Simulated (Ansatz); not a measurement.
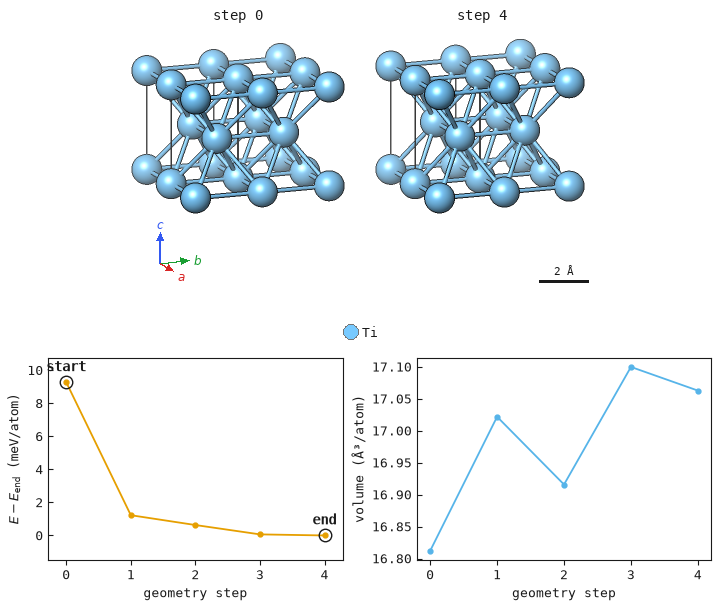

First and last geometry of a relaxation of solid Ti (set up in Immm), with the history of the run. Style: ball-and-stick. Shown: the cell of the calculation, repeated 2 × 2 × 1 with one cell outlined, slightly off an axis.

Case: uniaxial strain along a of -6.0 %; b, c and atoms relaxed.

All numbers below come from Ansatz 0.2.0, DFT r2SCAN, scalar-relativistic, plane waves, PAW.

The input:
```yaml
crystal:
  lattice:
    - [1.9318425177, 1.9318425177, 0.0]
    - [-2.0859788888, 2.0859788888, 0.0]
    - [0.0, 0.0, 4.1719577775]
  atoms:
    - { symbol: Ti, position: [0.0, 0.0, 0.0] }
    - { symbol: Ti, position: [0.5, 0.5, 0.5] }
basis:
  ecutwfc: 500
kpoints:
  mp_grid: { grid: [18, 18, 12] }
hamiltonian:
  xc: r2scan
scf:
  occupations: { method: gaussian, width: 0.1 }
output:
  forces: true
  stress: true
  eigenvalues: true
relax:
  adjacent_minimum: "off"
  f_tol: 0.008
  max_steps: 40
  cell: { stress_tol: 0.015, fix: [a, angles] }
```

Launched with:
```bash
ansatz run input.yaml --threads 1 --pin off --max-ram 2560MiB --backend cpu --events-out ev --progress --plain --runs-dir out
```

**What do the curves and the structures tell?**

The run was cut off at its time limit before the relaxation converged, so the last structure is only a point on the way. The energy falls by 9.3 meV per atom in 4 geometry steps. All forces vanish by symmetry, so only the cell relaxes. The pressure goes from 3.72 to 1.71 GPa. No atom moves by more than 0.005 Å relative to the cell. The drawn cell changes as follows: a unchanged at 2.732 Å, b 2.950 → 2.862 Å (−3.0 %), c 4.172 → 4.364 Å (+4.6 %); the volume changes by +1.5 %. Near-neighbour distances that change, for instance: Ti1–Ti1 2.950 → 2.862 Å, Ti1–Ti2 2.897 → 2.945 Å. The space group stays Immm (No. 71).

```json
{"step": "0", "E − E(0), meV/atom": "0.00", "pressure, GPa": "3.72", "volume, Å³/atom": "16.812"}
{"step": "1", "E − E(0), meV/atom": "-8.05", "pressure, GPa": "2.09", "volume, Å³/atom": "17.022"}
{"step": "2", "E − E(0), meV/atom": "-8.64", "pressure, GPa": "2.72", "volume, Å³/atom": "16.916"}
{"step": "3", "E − E(0), meV/atom": "-9.21", "pressure, GPa": "1.44", "volume, Å³/atom": "17.100"}
{"step": "4", "E − E(0), meV/atom": "-9.27", "pressure, GPa": "1.71", "volume, Å³/atom": "17.063"}
```
